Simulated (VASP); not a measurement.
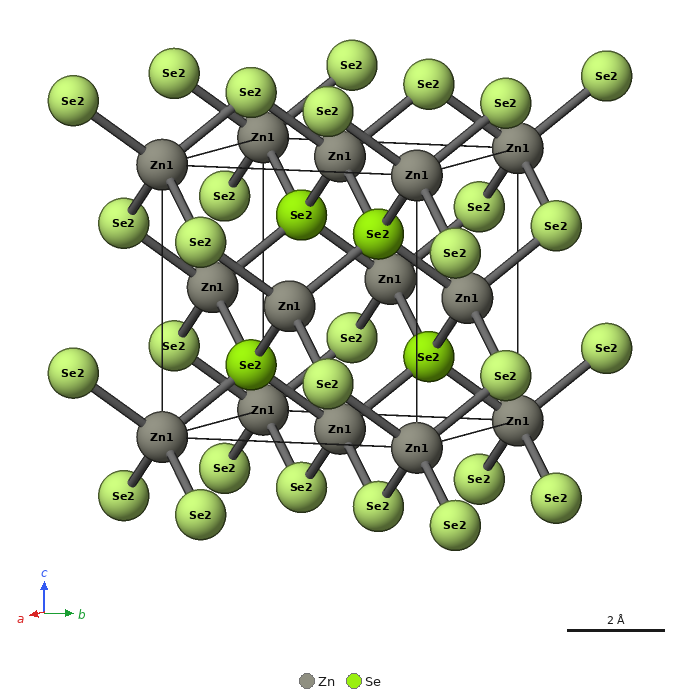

The structure as given in the input (ball-and-stick view of the cell 4 times as large as that of the calculation, set on its symmetry axes, seen slightly off an axis; neighbours outside the cell are drawn fainter; atoms are numbered from 1 in the order of the input). An atom can appear more than once, as a periodic image.

# Geometry relaxation of ZnSe (part 1 of 2)

ZnSe (2 atoms in the cell), computed with Kohn-Sham DFT of a periodic cell, PBE, VASP PAW PBE potentials, recommended, no spin polarisation (VASP 6.6.1).

The structure derives from an entry of the Crystallography Open Database.

## OSZICAR
```
N       E                     dE             d eps       ncg     rms          rms(c)
DAV:   1     0.851929017210E+02    0.85193E+02   -0.90656E+03  1222   0.158E+03
DAV:   2    -0.643142131761E+00   -0.85836E+02   -0.81816E+02  1307   0.272E+02
DAV:   3    -0.625323319969E+01   -0.56101E+01   -0.55799E+01  1562   0.700E+01
DAV:   4    -0.630841159770E+01   -0.55178E-01   -0.55168E-01  1282   0.727E+00
DAV:   5    -0.630871396561E+01   -0.30237E-03   -0.30236E-03  1522   0.527E-01    0.475E+00
RMM:   6    -0.612503082347E+01    0.18368E+00   -0.17486E-01  1222   0.467E+00    0.415E+00
RMM:   7    -0.602414613082E+01    0.10088E+00   -0.38618E-01  1232   0.499E+00    0.250E+00
RMM:   8    -0.602119830954E+01    0.29478E-02   -0.66797E-02  1222   0.349E+00    0.824E-01
RMM:   9    -0.602104614753E+01    0.15216E-03   -0.55345E-03  1222   0.723E-01    0.240E-01
RMM:  10    -0.602069446679E+01    0.35168E-03   -0.15972E-03  1222   0.373E-01    0.106E-01
RMM:  11    -0.602073084656E+01   -0.36380E-04   -0.64485E-04  1222   0.356E-01    0.721E-02
RMM:  12    -0.602076643477E+01   -0.35588E-04   -0.15723E-04  1222   0.157E-01    0.283E-02
RMM:  13    -0.602076772119E+01   -0.12864E-05   -0.14043E-05  1222   0.400E-02    0.159E-02
RMM:  14    -0.602076839034E+01   -0.66915E-06   -0.23129E-06  1222   0.172E-02    0.179E-02
RMM:  15    -0.602076897254E+01   -0.58220E-06   -0.28019E-06  1222   0.133E-02    0.645E-03
RMM:  16    -0.602076840469E+01    0.56785E-06   -0.17620E-06  1222   0.169E-02    0.202E-03
RMM:  17    -0.602076841361E+01   -0.89155E-08   -0.13586E-07   802   0.344E-03
   1 F= -.60207684E+01 E0= -.60207684E+01  d E =-.602077E+01
       N       E                     dE             d eps       ncg     rms          rms(c)
DAV:   1    -0.647418590140E+01   -0.45342E+00   -0.62106E+00  1467   0.554E+01    0.468E+00
RMM:   2    -0.622500404391E+01    0.24918E+00   -0.37152E-01  1222   0.968E+00    0.294E+00
RMM:   3    -0.605674964921E+01    0.16825E+00   -0.56106E-01  1222   0.975E+00    0.131E+00
RMM:   4    -0.603681340943E+01    0.19936E-01   -0.47796E-02  1222   0.260E+00    0.516E-01
RMM:   5    -0.603483572499E+01    0.19777E-02   -0.68980E-03  1222   0.724E-01    0.446E-01
RMM:   6    -0.603438300623E+01    0.45272E-03   -0.84130E-03  1222   0.135E+00    0.337E-01
RMM:   7    -0.603204161209E+01    0.23414E-02   -0.60477E-03  1222   0.889E-01    0.539E-02
RMM:   8    -0.603203182492E+01    0.97872E-05   -0.33409E-04  1222   0.280E-01    0.768E-02
RMM:   9    -0.603201680649E+01    0.15018E-04   -0.29099E-04  1222   0.177E-01    0.183E-02
RMM:  10    -0.603201518661E+01    0.16199E-05   -0.22743E-05  1222   0.648E-02    0.893E-03
RMM:  11    -0.603201523336E+01   -0.46744E-07   -0.48954E-06  1222   0.222E-02    0.956E-03
RMM:  12    -0.603201488499E+01    0.34837E-06   -0.10216E-05  1222   0.431E-02    0.501E-03
RMM:  13    -0.603201448746E+01    0.39752E-06   -0.25321E-06  1175   0.218E-02    0.569E-04
RMM:  14    -0.603201451930E+01   -0.31841E-07   -0.13998E-07   796   0.328E-03
   2 F= -.60320145E+01 E0= -.60320145E+01  d E =-.112461E-01
       N       E                     dE             d eps       ncg     rms          rms(c)
DAV:   1    -0.606141466324E+01   -0.29400E-01   -0.37513E-01  1517   0.126E+01    0.120E+00
RMM:   2    -0.604444170572E+01    0.16973E-01   -0.27954E-02  1222   0.262E+00    0.726E-01
RMM:   3    -0.603479592703E+01    0.96458E-02   -0.28728E-02  1222   0.215E+00    0.312E-01
RMM:   4    -0.603336065823E+01    0.14353E-02   -0.29252E-03  1222   0.475E-01    0.112E-01
RMM:   5    -0.603323822050E+01    0.12244E-03   -0.24773E-04  1222   0.191E-01    0.833E-02
RMM:   6    -0.603316857649E+01    0.69644E-04   -0.21013E-04  1222   0.206E-01    0.284E-02
RMM:   7    -0.603315080457E+01    0.17772E-04   -0.58126E-05  1222   0.983E-02    0.108E-02
RMM:   8    -0.603315094719E+01   -0.14262E-06   -0.61833E-06  1222   0.295E-02    0.107E-02
RMM:   9    -0.603315039773E+01    0.54947E-06   -0.33129E-06  1222   0.177E-02    0.601E-03
RMM:  10    -0.603315023867E+01    0.15906E-06   -0.11734E-06  1222   0.128E-02    0.489E-04
RMM:  11    -0.603315026897E+01   -0.30296E-07   -0.12466E-07   791   0.323E-03
   3 F= -.60331503E+01 E0= -.60331503E+01  d E =-.123819E-01
       N       E                     dE             d eps       ncg     rms          rms(c)
DAV:   1    -0.603325526355E+01   -0.10502E-03   -0.13691E-03  1532   0.775E-01    0.716E-02
RMM:   2    -0.603319490239E+01    0.60361E-04   -0.96460E-05  1222   0.155E-01    0.440E-02
RMM:   3    -0.603315876484E+01    0.36138E-04   -0.10998E-04  1222   0.134E-01    0.190E-02
RMM:   4    -0.603315312224E+01    0.56426E-05   -0.10584E-05  1222   0.316E-02    0.671E-03
RMM:   5    -0.603315282645E+01    0.29579E-06   -0.11780E-06  1220   0.100E-02    0.641E-03
RMM:   6    -0.603315246916E+01    0.35728E-06   -0.29469E-06  1222   0.247E-02    0.411E-03
RMM:   7    -0.603315218755E+01    0.28162E-06   -0.10282E-06  1104   0.133E-02    0.390E-04
RMM:   8    -0.603315220265E+01   -0.15107E-07   -0.43911E-08   653   0.207E-03
   4 F= -.60331522E+01 E0= -.60331522E+01  d E =-.123838E-01
```

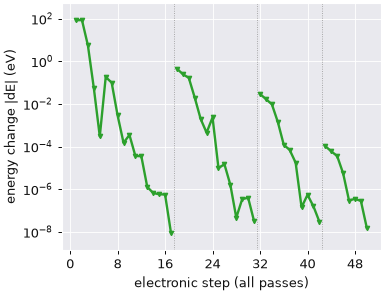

Convergence of the self-consistent field: energy change |dE| against the electronic step. Each stretch between dotted lines is the SCF of one geometry step of a relaxation. The 4 ionic steps take 8 to 17 electronic steps each. The density is held fixed in the first few steps, and dE rises again when its update begins.

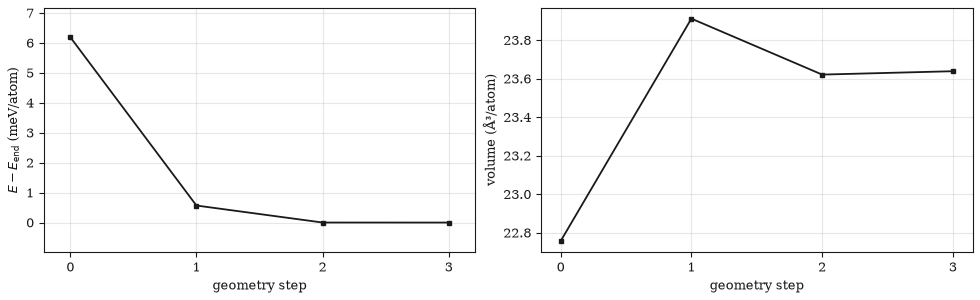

Progress of the relaxation, step by step (steps are counted from 0).

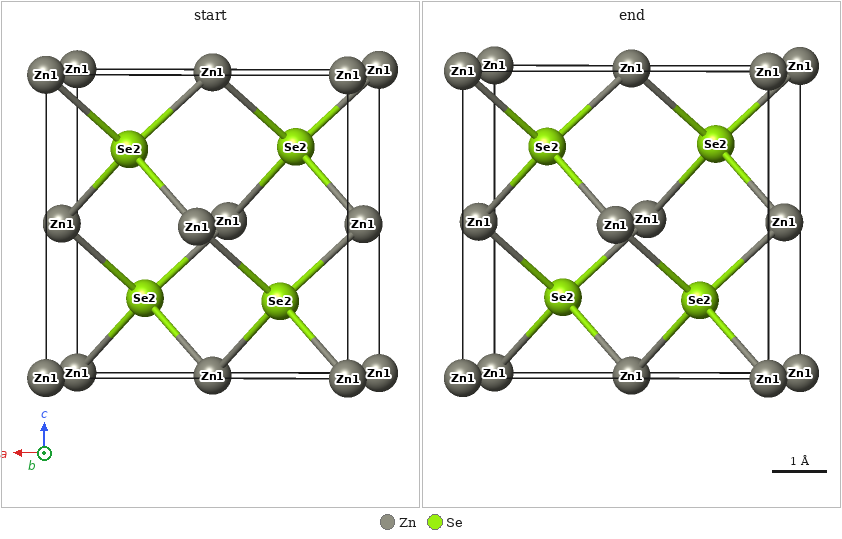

Before (left) and after (right) the relaxation, at one scale (ball-and-stick view of the cell 4 times as large as that of the calculation, set on its symmetry axes, seen at an oblique angle). No atom moves by more than 0.005 Å relative to the cell. Cell: a = b = c 5.668 → 5.740 Å (+1.3 %). Volume +3.9 %. Among the contacts that change: Zn1–Se2 2.454 → 2.485 Å. The space group stays F-43m (No. 216). After 3 geometry steps the energy has fallen by 6.2 meV per atom. All forces vanish by symmetry, so only the cell relaxes. (Atoms are counted from 1 in the order of the input.)

## Parts of OUTCAR
```
SYSTEM = ZnSe
   PREC = Accurate
   ENCUT = 520
   EDIFF = 1E-7
   ISMEAR = 0
   LREAL = .FALSE.
   LASPH = .TRUE.
   NELM = 80
   ISIF = 3
   GGA = PE
   IBRION = 2
   NSW = 80
   EDIFFG = -0.002
   AMIX = 0.2

 ion  position               nearest neighbor table
   1  0.000  0.000  0.000-   2 2.45   2 2.45   2 2.45   2 2.45
   2  0.250  0.250  0.250-   1 2.45   1 2.45   1 2.45   1 2.45

  LATTYP: Found a face centered cubic cell.
 ALAT       =     5.6676000000

  Lattice vectors:

 A1 = (   0.0000000000,   2.8338000000,   2.8338000000)
 A2 = (   2.8338000000,   0.0000000000,   2.8338000000)
 A3 = (   2.8338000000,   2.8338000000,   0.0000000000)

Analysis of symmetry for initial positions (statically):
=====================================================================
 Subroutine PRICEL returns:
 Original cell was already a primitive cell.

 Routine SETGRP: Setting up the symmetry group for a
 face centered cubic supercell.

 Subroutine GETGRP returns: Found 24 space group operations
 (whereof 24 operations were pure point group operations)
 out of a pool of 48 trial point group operations.

The static configuration has the point symmetry T_d .

Analysis of symmetry for dynamics (positions and initial velocities):
=====================================================================
 Subroutine PRICEL returns:
 Original cell was already a primitive cell.

 Routine SETGRP: Setting up the symmetry group for a
 face centered cubic supercell.

 Subroutine GETGRP returns: Found 24 space group operations
 (whereof 24 operations were pure point group operations)
 out of a pool of 48 trial point group operations.

The dynamic configuration has the point symmetry T_d .

 Subroutine INISYM returns: Found 24 space group operations
 (whereof 24 operations are pure point group operations),
 and found     1 'primitive' translations

----------------------------------------------------------------------------------------

                                     Primitive cell

  volume of cell :      45.5132

  direct lattice vectors                    reciprocal lattice vectors
     0.000000000  2.833800000  2.833800000    -0.176441527  0.176441527  0.176441527
     2.833800000  0.000000000  2.833800000     0.176441527 -0.176441527  0.176441527
     2.833800000  2.833800000  0.000000000     0.176441527  0.176441527 -0.176441527

  length of vectors
     4.007598393  4.007598393  4.007598393     0.305605690  0.305605690  0.305605690

  position of ions in fractional coordinates (direct lattice)
     0.000000000  0.000000000  0.000000000
     0.250000000  0.250000000  0.250000000

  ion indices of the primitive-cell ions
   primitive index   ion index
                 1           1
                 2           2

----------------------------------------------------------------------------------------

 KPOINTS: Automatic mesh

Automatic generation of k-mesh.
 Grid dimensions read from file:
 generate k-points for:   10   10   10

 Generating k-lattice:

  Cartesian coordinates                     Fractional coordinates (reciprocal lattice)
    -0.017644153  0.017644153  0.017644153     0.100000000  0.000000000  0.000000000
     0.017644153 -0.017644153  0.017644153     0.000000000  0.100000000  0.000000000
     0.017644153  0.017644153 -0.017644153     0.000000000  0.000000000  0.100000000

  Length of vectors
     0.030560569  0.030560569  0.030560569

  Shift w.r.t. Gamma in fractional coordinates (k-lattice)
     0.000000000  0.000000000  0.000000000

 Subroutine IBZKPT returns following result:
 ===========================================

 Found     47 irreducible k-points:

 Following reciprocal coordinates:
            Coordinates               Weight
  0.000000  0.000000  0.000000      1.000000
  0.100000  0.000000  0.000000      8.000000
  0.200000  0.000000  0.000000      8.000000
  0.300000  0.000000  0.000000      8.000000
  0.400000  0.000000  0.000000      8.000000
  0.500000  0.000000  0.000000      4.000000
  0.100000  0.100000  0.000000      6.000000
  0.200000  0.100000  0.000000     24.000000
  0.300000  0.100000  0.000000     24.000000
  0.400000  0.100000  0.000000     24.000000
  0.500000  0.100000  0.000000     24.000000
 -0.400000  0.100000  0.000000     24.000000
 -0.300000  0.100000  0.000000     24.000000
 -0.200000  0.100000  0.000000     24.000000
 -0.100000  0.100000  0.000000     12.000000
  0.200000  0.200000  0.000000      6.000000
  0.300000  0.200000  0.000000     24.000000
  0.400000  0.200000  0.000000     24.000000
  0.500000  0.200000  0.000000     24.000000
 -0.400000  0.200000  0.000000     24.000000
 -0.300000  0.200000  0.000000     24.000000
 -0.200000  0.200000  0.000000     12.000000
  0.300000  0.300000  0.000000      6.000000
  0.400000  0.300000  0.000000     24.000000
 [... further k-points ...]
   k-points           NKPTS =     47   k-points in BZ     NKDIM =     47   number of bands    NBANDS=     13
   number of dos      NEDOS =    301   number of ions     NIONS =      2
   total plane-waves  NPLWV =  27000
   dimension x,y,z NGX =    30 NGY =   30 NGZ =   30
   dimension x,y,z NGXF=    60 NGYF=   60 NGZF=   60
   ions per type =               1   1
   NGX,Y,Z   is equivalent  to a cutoff of  12.44, 12.44, 12.44 a.u.
   NGXF,Y,Z  is equivalent  to a cutoff of  24.89, 24.89, 24.89 a.u.
 SYSTEM =  ZnSe
   PREC   = accura    normal or accurate (medium, high low for compatibility)
   ISTART =      0    job   : 0-new  1-cont  2-samecut
   ICHARG =      2    charge: 1-file 2-atom 10-const
   ISPIN  =      1    spin polarized calculation?
   LNONCOLLINEAR =      F non collinear calculations
   LSORBIT =      F    spin-orbit coupling
   LASPH  =      T    aspherical Exc in radial PAW
   ENCUT  =  520.0 eV  38.22 Ry    6.18 a.u.   7.45  7.45  7.45*2*pi/ulx,y,z
   NELM   =     80;   NELMIN=  2; NELMDL= -5     # of ELM steps
   EDIFF  = 0.1E-06   stopping-criterion for ELM
   LREAL  =      F    real-space projection
   EDIFFG = -.2E-02   stopping-criterion for IOM
   NSW    =     80    number of steps for IOM
   IBRION =      2    ionic relax: 0-MD 1-quasi-New 2-CG
   NFREE  =      1    steps in history (QN), initial steepest desc. (CG)
   ISIF   =      3    stress and relaxation
   ISYM   =      2    0-nonsym 1-usesym 2-fastsym
   POTIM  = 0.5000    time-step for ionic-motion
   TEBEG  =    0.0;   TEEND  =   0.0 temperature during run
   PSTRESS=    0.0 pullay stress
   NELECT =      18.0000    total number of electrons
   NUPDOWN=      -1.0000    fix difference up-down
   EMIN   =  10.00;   EMAX   =-10.00  energy-range for DOS
   EFERMI =   0.00;   METHOD = LEGACY
   ISMEAR =     0;   SIGMA  =   0.02  broadening in eV -4-tet -1-fermi 0-gaus
   EFERMI_NEDOS =   21; number of points for ismear=-14 and -15
   IALGO  =     68    algorithm
   IMIX   =      4    mixing-type and parameters
     AMIX     =   0.20;   BMIX     =  1.00
     AMIX_MAG =   0.80;   BMIX_MAG =  1.00
  volume/ion in A,a.u.               =      22.76       153.57
  Fermi-wavevector in a.u.,A,eV,Ry     =   1.201673  2.270834 19.647073  1.444019
  Thomas-Fermi vector in A             =   2.337476
   LORBIT       =      0    0 simple, 1 ext, 2 COOP (PROOUT), +10 PAW based schemes
   GGA     = PE    functional components
   LHFCALC =     F    Hartree Fock is set to
   AEXX    =    0.0000 exact exchange contribution
   IVDW    =     0    specifies the selected vdW correction
   LEPSILON=     F    determine dielectric tensor
   LRPA    =     F    only Hartree local field effects (RPA)
 conjugate gradient relaxation of ions
 non-spin polarized calculation
 RMM-DIIS sequential band-by-band and
 Gauss-broadening in eV      SIGMA  =   0.02
  energy-cutoff  :      520.00
  volume of cell :       45.51
 maximum number of plane-waves:      1244
 NGX is ok and might be reduce to    30
   NGX = 15   NGY = 15   NGZ = 15

--------------------------------------- Ionic step        1  -------------------------------------------
```
